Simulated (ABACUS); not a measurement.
## ZnSe: band-structure run (part 1 of 2)

The run: band-structure run of ZnSe (2 atoms in the cell). Method and program: Kohn-Sham DFT of a periodic cell, MS2, SG15 ONCV 1.2 PBE, no spin polarisation (ABACUS 3.10.1).

The structure derives from an entry of the Crystallography Open Database. It belongs to a series of runs on one base structure; here: bands on the converged density.

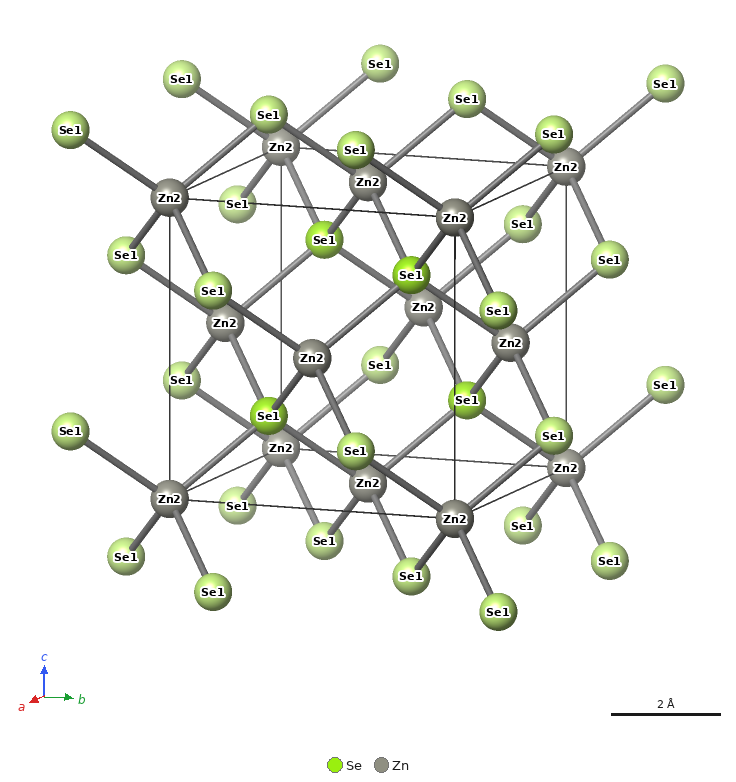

Fig. 1: The input geometry (ball-and-stick view of the cell 4 times as large as that of the calculation, set on its symmetry axes, seen slightly off an axis; neighbours outside the cell are drawn fainter; atoms are numbered from 1 in the order of the input). Near neighbours in the crystal (not all of them lie inside the picture): Se has 4 Zn at 2.45 Å; Zn has 4 Se at 2.45 Å.

Input file
```
INPUT_PARAMETERS
suffix              ZnSe
calculation         nscf
basis_type          pw
pseudo_dir          ./
symmetry            -1
dft_functional      MGGA_X_MS2+GGA_C_REGTPSS
ecutwfc             101.0
pseudo_rcut         10
nspin               1
nbands              23
ks_solver           dav
smearing_method     fd
smearing_sigma      0.00367493
scf_thr             1e-08
scf_nmax            100
mixing_type         broyden
mixing_beta         0.7
mixing_tau          1
init_chg            file
pw_diag_thr         1e-07
out_band            1
kpar                4
```

File STRU
```
ATOMIC_SPECIES
Se 78.9710 Se_ONCV_PBE-1.2.upf
Zn 65.3800 Zn_ONCV_PBE-1.2.upf

LATTICE_CONSTANT
1.8897261246

LATTICE_VECTORS
0.0000000000 2.8338000000 2.8338000000
2.8338000000 0.0000000000 2.8338000000
2.8338000000 2.8338000000 0.0000000000

ATOMIC_POSITIONS
Direct

Se
0.0
1
0.2500000000 0.2500000000 0.2500000000 1 1 1

Zn
0.0
1
0.0000000000 0.0000000000 0.0000000000 1 1 1
```

File KPT
```
K_POINTS
12
Line
0.00000000 0.00000000 0.00000000 10 // G
0.50000000 0.00000000 0.50000000 10 // X
0.50000000 0.25000000 0.75000000 10 // W
0.37500000 0.37500000 0.75000000 10 // K
0.00000000 0.00000000 0.00000000 10 // G
0.50000000 0.50000000 0.50000000 10 // L
0.62500000 0.25000000 0.62500000 10 // U
0.50000000 0.25000000 0.75000000 10 // W
0.50000000 0.50000000 0.50000000 10 // L
0.37500000 0.37500000 0.75000000 1 // K
0.62500000 0.25000000 0.62500000 10 // U
0.50000000 0.00000000 0.50000000 1 // X
```

Run on 4 threads of AMD EPYC (Zen 3), 16 GiB of memory available, shared host.

Command:
```bash
OMP_NUM_THREADS=1 mpirun -np 4 abacus > log
```

Log
```
ABACUS v3.10.1

               Atomic-orbital Based Ab-initio Computation at UStc

 ------------------------------------------------------------------------------------

 READING GENERAL INFORMATION
                           global_out_dir = OUT.ZnSe/
                           global_in_card = INPUT
                               pseudo_dir = ./
                              orbital_dir =
                                    DSIZE = 4
                                    GSIZE = 1

 READING UNITCELL INFORMATION
                                    ntype = 2
                  lattice constant (Bohr) = 1.88973
              lattice constant (Angstrom) = 1

 READING ATOM TYPE 1
                               atom label = Se
                      L=0, number of zeta = 1
                      L=1, number of zeta = 1
                      L=2, number of zeta = 1
             number of atom for this type = 1

 READING ATOM TYPE 2
                               atom label = Zn
                      L=0, number of zeta = 1
                      L=1, number of zeta = 1
                      L=2, number of zeta = 1
             number of atom for this type = 1

                        TOTAL ATOM NUMBER = 2
DIRECT COORDINATES
    atom                   x                   y                   z     mag                  vx                  vy                  vz
taud_Se1            0.2500000000        0.2500000000        0.2500000000  0.0000        0.0000000000        0.0000000000        0.0000000000
taud_Zn1            0.0000000000        0.0000000000        0.0000000000  0.0000        0.0000000000        0.0000000000        0.0000000000

                          Volume (Bohr^3) = 307.138
                             Volume (A^3) = 45.5132

 Lattice vectors: (Cartesian coordinate: in unit of a_0)
                   +0             +2.8338             +2.8338
              +2.8338                  +0             +2.8338
              +2.8338             +2.8338                  +0
 Reciprocal vectors: (Cartesian coordinate: in unit of 2 pi/a_0)
            -0.176442           +0.176442           +0.176442
            +0.176442           -0.176442           +0.176442
            +0.176442           +0.176442           -0.176442
 The esolver type has been set to : ksdft_pw

                PAO radial cut off (Bohr) = 10

 Read in pseudopotential file is Se_ONCV_PBE-1.2.upf
                     pseudopotential type = NC
          exchange-correlation functional = PBE
                 nonlocal core correction = 0
                        valence electrons = 6
                                     lmax = 2
                           number of zeta = 0
                     number of projectors = 6
                           L of projector = 0
                           L of projector = 0
                           L of projector = 1
                           L of projector = 1
                           L of projector = 2
                           L of projector = 2
 XC functional updated to : MGGA_X_MS2+GGA_C_REGTPSS
          exchange-correlation functional = MGGA_X_MS2+GGA_C_REGTPSS
                PAO radial cut off (Bohr) = 10

 Read in pseudopotential file is Zn_ONCV_PBE-1.2.upf
                     pseudopotential type = NC
          exchange-correlation functional = PBE
                 nonlocal core correction = 0
                        valence electrons = 20
                                     lmax = 2
                           number of zeta = 0
                     number of projectors = 6
                           L of projector = 0
                           L of projector = 0
                           L of projector = 1
                           L of projector = 1
                           L of projector = 2
                           L of projector = 2
 XC functional updated to : MGGA_X_MS2+GGA_C_REGTPSS
          exchange-correlation functional = MGGA_X_MS2+GGA_C_REGTPSS
     initial pseudo atomic orbital number = 0

 SETUP THE ELECTRONS NUMBER
            electron number of element Se = 6
      total electron number of element Se = 6
            electron number of element Zn = 20
      total electron number of element Zn = 20
            AUTOSET number of electrons:  = 26
                           occupied bands = 13
                                   NBANDS = 23
                                   NLOCAL = 18

%%%%%%%%%%%%%%%%%%%%%%%%%%%%%%%%%%%%%%%%%%%%%%%%%%%%%%%%%%%%%%%%%%%%%%%%%%%%%%%%%%%%%%%%%%%%%%%%%%%%%%%%%%
 Warning: the number of valence electrons in pseudopotential > 12 for Zn: [Ar] 3d10 4s2
 Pseudopotentials with additional electrons can yield (more) accurate outcomes, but may be less efficient.
 If you're confident that your chosen pseudopotential is appropriate, you can safely ignore this warning.
%%%%%%%%%%%%%%%%%%%%%%%%%%%%%%%%%%%%%%%%%%%%%%%%%%%%%%%%%%%%%%%%%%%%%%%%%%%%%%%%%%%%%%%%%%%%%%%%%%%%%%%%%%

 SETUP THE PLANE WAVE BASIS
 energy cutoff for charge/potential (unit:Ry) = 404
            fft grid for charge/potential = [ 50, 50, 50 ]
                        fft grid division = [ 1, 1, 1 ]
        big fft grid for charge/potential = [ 50, 50, 50 ]
                                     nbxx = 125000
                                     nrxx = 125000

 SETUP PLANE WAVES FOR CHARGE/POTENTIAL
                    number of plane waves = 42087
                         number of sticks = 1597

 PARALLEL PW FOR CHARGE/POTENTIAL
     PROC   COLUMNS(POT)             PW
        1           1597          42087
 --------------- sum -------------------
        1           1597          42087
                            number of |g| = 394
                                  max |g| = 36.4862
                                  min |g| = 0

----------- Double Check Mixing Parameters Begin ------------
mixing_type: broyden
mixing_beta: 0.7
mixing_gg0: 1
mixing_gg0_min: 0.1
mixing_ndim: 8
----------- Double Check Mixing Parameters End ------------

 SETUP K-POINTS
                                    nspin = 1
                                   nkstot = 102
K-POINTS DIRECT COORDINATES
 KPOINTS    DIRECT_X    DIRECT_Y    DIRECT_Z  WEIGHT
       1  0.00000000  0.00000000  0.00000000  1.0000
       2  0.05000000  0.00000000  0.05000000  1.0000
       3  0.10000000  0.00000000  0.10000000  1.0000
       4  0.15000000  0.00000000  0.15000000  1.0000
       5  0.20000000  0.00000000  0.20000000  1.0000
       6  0.25000000  0.00000000  0.25000000  1.0000
       7  0.30000000  0.00000000  0.30000000  1.0000
       8  0.35000000  0.00000000  0.35000000  1.0000
       9  0.40000000  0.00000000  0.40000000  1.0000
      10  0.45000000  0.00000000  0.45000000  1.0000
      11  0.50000000  0.00000000  0.50000000  1.0000
      12  0.50000000  0.02500000  0.52500000  1.0000
      13  0.50000000  0.05000000  0.55000000  1.0000
      14  0.50000000  0.07500000  0.57500000  1.0000
      15  0.50000000  0.10000000  0.60000000  1.0000
      16  0.50000000  0.12500000  0.62500000  1.0000
      17  0.50000000  0.15000000  0.65000000  1.0000
      18  0.50000000  0.17500000  0.67500000  1.0000
      19  0.50000000  0.20000000  0.70000000  1.0000
      20  0.50000000  0.22500000  0.72500000  1.0000
      21  0.50000000  0.25000000  0.75000000  1.0000
      22  0.48750000  0.26250000  0.75000000  1.0000
      23  0.47500000  0.27500000  0.75000000  1.0000
      24  0.46250000  0.28750000  0.75000000  1.0000
      25  0.45000000  0.30000000  0.75000000  1.0000
      26  0.43750000  0.31250000  0.75000000  1.0000
      27  0.42500000  0.32500000  0.75000000  1.0000
      28  0.41250000  0.33750000  0.75000000  1.0000
      29  0.40000000  0.35000000  0.75000000  1.0000
      30  0.38750000  0.36250000  0.75000000  1.0000
[... 72 further k points ...]

           k-point number in this process = 26
       minimum distributed K point number = 25

[... K-POINTS CARTESIAN COORDINATES: 26 rows ...]

[... K-POINTS DIRECT COORDINATES: 26 rows ...]

 SETUP PLANE WAVES FOR WAVE FUNCTIONS
     energy cutoff for wavefunc (unit:Ry) = 101
              fft grid for wave functions = [ 50, 50, 50 ]
                    number of plane waves = 6375
                         number of sticks = 451

 PARALLEL PW FOR WAVE FUNCTIONS
     PROC   COLUMNS(POT)             PW
        1            451           6375
 --------------- sum -------------------
        1            451           6375

 SETUP NONLOCAL PSEUDOPOTENTIALS IN PLANE WAVE BASIS
 Se non-local projectors:
 projector 1 L=0
 projector 2 L=0
 projector 3 L=1
 projector 4 L=1
 projector 5 L=2
 projector 6 L=2
 Zn non-local projectors:
 projector 1 L=0
 projector 2 L=0
 projector 3 L=1
 projector 4 L=1
 projector 5 L=2
 projector 6 L=2
      TOTAL NUMBER OF NONLOCAL PROJECTORS = 36

 Init Non-Local PseudoPotential table :
 Init Non-Local-Pseudopotential done.

                                     npwx = 5297

 -------------------------------------------
 NONSELF-CONSISTENT
```
